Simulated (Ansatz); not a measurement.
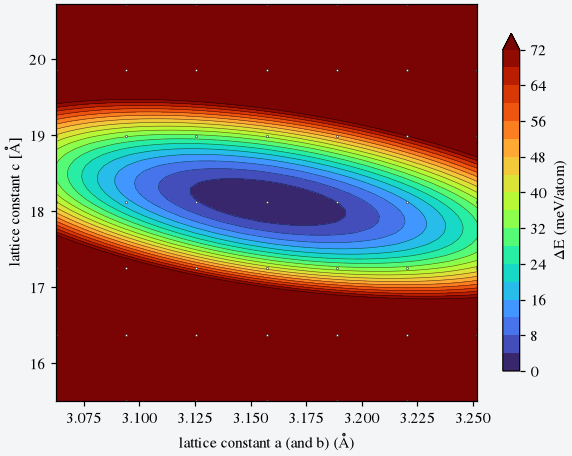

WS2 (R3m, No. 160; 3 atoms in the cell). The energy is mapped over the lattice constants a and c of the conventional cell. The first coordinate is: lattice constant a (and b); the second: lattice constant c. Nothing is relaxed (fractional coordinates fixed). The scan uses a 7 × 7 grid. All energies are given in meV/atom relative to the lowest grid point. The band gap closes in part of the range. The calculation used DFT PBE+D3(BJ), scalar-relativistic, plane waves, PAW (Ansatz). Settings: cutoff 420 eV, k-mesh 12×12×12, gaussian smearing 0.05 eV, no spin polarisation.

Drawn: filled contours, dots at the grid points, one colour for all values above the top of the scale. Between grid points the surface is interpolated.

**Where is the minimum, and how stiff is the well along each coordinate?**

The interpolated minimum is at lattice constant a (and b) ≈ 3.157 Å, lattice constant c ≈ 18.12 Å. The curvatures there are about 25 eV/Å² and 0.32 eV/Å², with a cross term of about 1.3 eV/Å² (per cell of 3 atoms). Round the minimum the valley is somewhat tilted: raising lattice constant a (and b) shifts the best value of lattice constant c downwards (coupling k₁₂/√(k₁₁k₂₂) about 0.5).

PAW datasets: the set soft_1.
